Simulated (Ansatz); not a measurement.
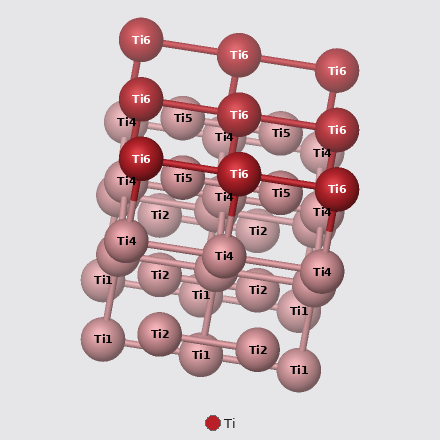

The system is Si on a Ti(100) slab cut from the P6/mmm phase, its upper half relaxed before the scan (6 atoms of substrate and one adsorbate in a 1 × 1 cell); the picture shows it without the atoms that are moved over the map. Si is moved over the surface cell; relaxed at each place: the height of the adsorbate's atoms; substrate rigid; the origin of the map has the adsorbate above Ti6. Places are given modulo a cell vector. The map is drawn in real space over the plane of the surface. The scan uses a 6 × 10 grid; 24 points were computed and 36 follow by symmetry. All energies are given in eV relative to the lowest grid point. With one adsorbate in each 1 × 1 cell, its nearest image is 2.8 Å away, so neighbouring adsorbates interact. The calculation used DFT PBE, scalar-relativistic, plane waves, PAW (Ansatz). Settings: cutoff 420 eV, k-mesh 9×6×1, gaussian smearing 0.1 eV, no spin polarisation.

Range: position of Si7 along the first surface vector from 0.000 to 0.833; position of Si7 along the second surface vector from 0.0 to 0.9.

### What will the energy surface look like?

The lowest grid point is at (2/6, 5/10) of the cell vectors [nearest 1 Ti at 2.49 Å]; the map holds 2 wells of about this depth. It is the only kind of minimum in the scanned range. The highest grid point, the top site over a surface Ti atom, (0/6, 0/10) of the cell vectors, lies 2.25 eV above the lowest. On the interpolated surface the easiest way out of the lowest well to a well of about the same depth near (4/6, 5/10) of the cell vectors [nearest 1 Ti at 2.49 Å] passes a barrier of about 0.032 eV, counted from the interpolated bottom of the well. At the lowest point the adsorbate has 1 Ti at 2.49 Å as nearest neighbours, at the highest 1 Ti at 2.51 Å. Its relaxed height above the top atom is 1.17 Å at the lowest and 2.51 Å at the highest point.

| second ↓, first → | 0/6 | 1/6 | 2/6 | 3/6 | 4/6 | 5/6 |
| --- | --- | --- | --- | --- | --- | --- |
| 9/10 | 2.20 | 2.08 | 1.73 | 1.46 | 1.73 | 2.08 |
| 8/10 | 2.05 | 1.91 | 1.52 | 1.24 | 1.52 | 1.91 |
| 7/10 | 1.71 | 1.53 | 1.09 | 0.82 | 1.09 | 1.53 |
| 6/10 | 0.88 | 0.64 | 0.29 | 0.21 | 0.29 | 0.64 |
| 5/10 | 0.20 | 0.07 | 0.00 | 0.03 | 0.00 | 0.07 |
| 4/10 | 0.88 | 0.64 | 0.29 | 0.21 | 0.29 | 0.64 |
| 3/10 | 1.71 | 1.53 | 1.09 | 0.82 | 1.09 | 1.53 |
| 2/10 | 2.05 | 1.91 | 1.52 | 1.24 | 1.52 | 1.91 |
| 1/10 | 2.20 | 2.08 | 1.73 | 1.46 | 1.73 | 2.08 |
| 0/10 | 2.25 | 2.13 | 1.79 | 1.53 | 1.79 | 2.13 |

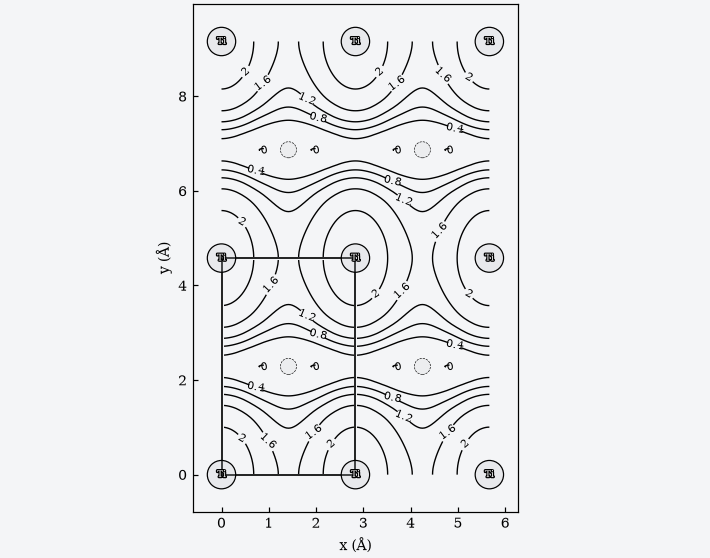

Drawn: contour lines labelled in eV, labelled circles for the atoms of the top layer and small ones for the second layer, the outline of one cell of the 2 × 2 shown. Between grid points the surface is interpolated.

Each point was launched as `ansatz run input.yaml --threads 2 --pin off --max-ram 6144MiB --backend cpu --events-out ev --progress --plain --runs-dir out`. The whole map (24 points run) took 40 min on 2 threads of Arm Neoverse N1 (shared host).

PAW datasets: the set soft_1.
